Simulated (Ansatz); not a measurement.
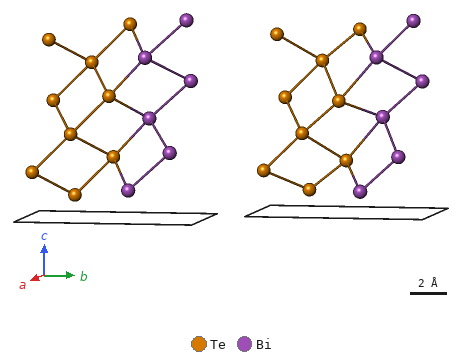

Two geometries of a slab of composition Bi₂Te₃ (cut from the R-3m phase), drawn at one scale. One is the start of a relaxation, the other its converged end. A ball-and-stick model of the cell of the calculation, outlined in the plane, without the vacuum, seen slightly off an axis.

Computed with DFT PBEsol, scalar-relativistic, plane waves, PAW (Ansatz). Set-up: plane-wave cutoff 420 eV; k-point mesh 8 × 4 × 1; occupations gaussian; smearing width 0.1 eV; no spin polarisation; dipole correction; atoms relaxed in a fixed cell; force threshold 0.02 eV/Å; at most 60 steps.

Which geometry has the lower energy?

Answer. The right one is the relaxed one. The slab is the (1 0 1) face of Bi2Te3. The atom that moves furthest relative to the layer's centre is a Te atom (0.37 Å at 34° to the normal (+c side)). Largest moves by element: Te 0.37 Å, Bi 0.27 Å. The lattice vectors keep their values. Some distances before and after: Bi–Te 3.115 → 3.546 Å, Te–Te 3.202 → 2.791 Å, Te–Te 3.202 → 2.902 Å, Bi–Te 3.115 → 3.401 Å. Bond angles that change, for instance: Bi–Te–Te 177.9° → 167.4°, Te–Te–Bi 91.8° → 101.6°, Te–Bi–Bi 93.6° → 83.9°. Over 5 geometry steps the energy falls by 1.122 eV per cell of the calculation. The largest force component goes from 1.2 to 0.016 eV/Å. The run took 7.4 min on 8 threads of Arm Neoverse V1, on a shared host, peak memory 6.1 GiB.
